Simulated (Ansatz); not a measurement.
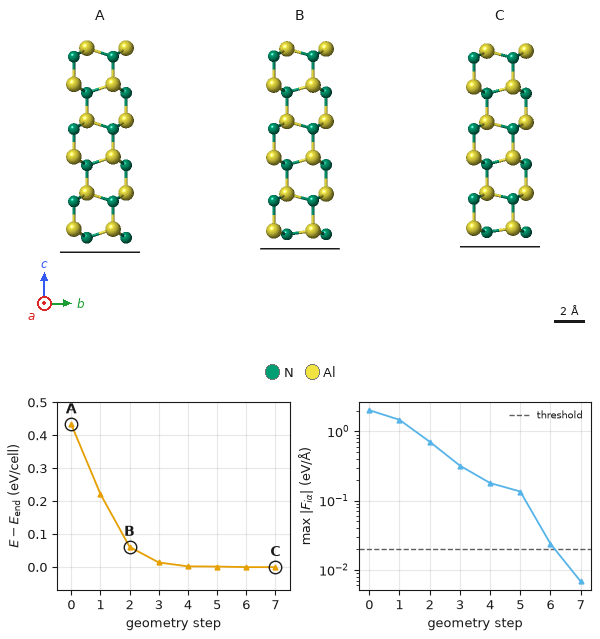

Frames of a relaxation of a slab of composition AlN (cut from the P6_3mc phase), marked on the history of the run. The picture is a ball-and-stick view of the 2 × 2 repeat of the cell, outlined in the plane, without the vacuum, seen along the a axis.

Case: (0 0 1) slab, atoms relaxed. The slab is the (0 0 1) face of AlN.

The calculation used DFT PBEsol, scalar-relativistic, plane waves, PAW in Ansatz 0.2.0.

The input:
```yaml
crystal:
  lattice:
    - [3.1136926466, 0.0, 0.0]
    - [-1.5568463233, 2.6965369316, 0.0]
    - [0.0, 0.0, 28.0466650089]
  atoms:
    - { symbol: "N", position: [0.3333333333, 0.6666666667, 0.2674114729] }
    - { symbol: Al, position: [0.6666666667, 0.3333333333, 0.2883809409] }
    - { symbol: "N", position: [0.6666666667, 0.3333333333, 0.3562529901] }
    - { symbol: Al, position: [0.3333333333, 0.6666666667, 0.3772224582] }
    - { symbol: "N", position: [0.3333333333, 0.6666666667, 0.4450945074] }
    - { symbol: Al, position: [0.6666666667, 0.3333333333, 0.4660639754] }
    - { symbol: "N", position: [0.6666666667, 0.3333333333, 0.5339360246] }
    - { symbol: Al, position: [0.3333333333, 0.6666666667, 0.5549054926] }
    - { symbol: "N", position: [0.3333333333, 0.6666666667, 0.6227775418] }
    - { symbol: Al, position: [0.6666666667, 0.3333333333, 0.6437470099] }
    - { symbol: "N", position: [0.6666666667, 0.3333333333, 0.7116190591] }
    - { symbol: Al, position: [0.3333333333, 0.6666666667, 0.7325885271] }
basis:
  ecutwfc: 420
kpoints:
  mp_grid: { grid: [9, 9, 1] }
hamiltonian:
  xc: pbesol
scf:
  occupations: { method: gaussian, width: 0.05 }
output:
  forces: true
  eigenvalues: true
relax:
  adjacent_minimum: "off"
  f_tol: 0.02
  max_steps: 60
efield:
  axis: 3
  dipole_correction: true
  ramp_width: 0.04
```

Command:
```bash
ansatz run input.yaml --threads 1 --pin off --max-ram 2560MiB --backend cpu --events-out ev --progress --plain --runs-dir out
```

### What happens along the run?

The atom that moves furthest relative to the layer's centre is N1 (0.38 Å along the normal (+c)). Largest moves by element: N 0.38 Å, Al 0.20 Å. The cell stays as it was. Near-neighbour distances that change, for instance: Al2–N3 1.904 → 2.011 Å, Al10–N11 1.904 → 1.999 Å, Al4–N5 1.904 → 1.987 Å, Al6–N7 1.904 → 1.981 Å. Among the angles between lasting bonds that change: N1–Al2–N3 108.1° → 98.8°, Al2–N1–Al2 110.8° → 117.7°, N1–Al2–N1 110.8° → 117.7°. The energy falls by 0.433 eV per cell of the calculation in 7 geometry steps. Largest force component: 2 eV/Å at the start, 0.0068 eV/Å at the end. The run may lie on a higher electronic state than the lowest, so the end point isn't shown to be the ground-state structure. Cost: 96 s on 1 thread of Intel(R) Xeon(R) 6975P-C (Granite Rapids) (shared host), peak memory 0.6 GiB. From step 0 to 2: N1 moves most (0.23 Å), energy −0.372 eV per cell of the calculation. From step 2 to 7: Al2 moves most (0.18 Å), energy −61.4 meV per cell of the calculation.
